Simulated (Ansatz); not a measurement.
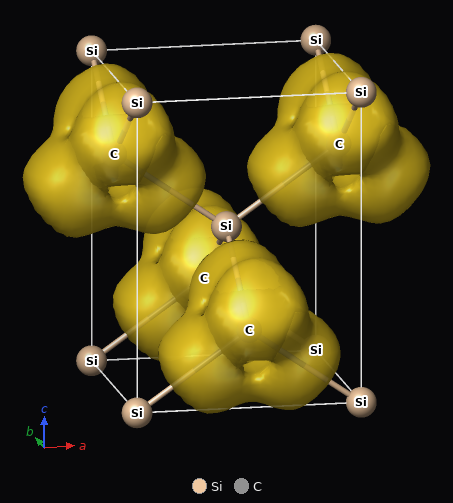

Figure 1: SiC. Isosurface of the ELF at 0.7 (yellow), seen slightly off an axis. Only the valence region is drawn (cores and ρ < 0.01 e/Å³ removed). Sticks mark near contacts.

Space group I-4m2; changed on purpose from its base cell (strain +e along x and -e along y +0.0000, strain +e along z and -e/2 along x and y -0.0100).

These are results of Ansatz, DFT PBE, scalar-relativistic, plane waves, PAW, not measurements.

Core electrons are frozen (PAW), and the valence fields are smoothed inside the atomic spheres.

The calculation's input:

```
crystal:
  lattice:
    - [0.0, 2.1679601061, 2.2008079865]
    - [2.2008079865, 0.0, 2.2008079865]
    - [2.2008079865, 2.1679601061, 0.0]
  atoms:
    - { symbol: Si, position: [0.0, 0.0, 0.0] }
    - { symbol: C, position: [0.75, 0.75, 0.75] }
basis:
  ecutwfc: 520.0
kpoints:
  mp_grid: { grid: [10, 10, 10] }
hamiltonian:
  xc: pbe
scf:
  occupations: { method: gaussian, width: 0.05 }
output:
  forces: true
  stress: true
  eigenvalues: true
  write_density: true
  write_potential: true
  elf: true
  volumetric_format: npy
```

Run with:

```sh
ansatz run input.yaml --threads 1 --pin off --max-ram 2048MiB --backend cpu --events-out ev --progress --plain --runs-dir out
```

Below, planes, directions and counts refer to the conventional cell (a = 3.11 Å, b = 3.11 Å, c = 4.34 Å, α = 90.00°, β = 90.00°, γ = 90.00°).

Q: What do the ELF domains correspond to?

A: The ELF exceeds this value in two regions on C in which the atom's valence shell and bonds are merged, counted in one cell of 4 atoms. Any copies at cell faces, edges or corners count once. Profiles from the grid: Si–C (1.90 Å): the ELF peaks at about 0.95 between the atoms: a shared electron pair.

Q: Metal or insulator at this level of theory?

A: It is gapped, with a Kohn–Sham gap of 1.2 eV on the k-point mesh, an upper bound to the gap of this method.
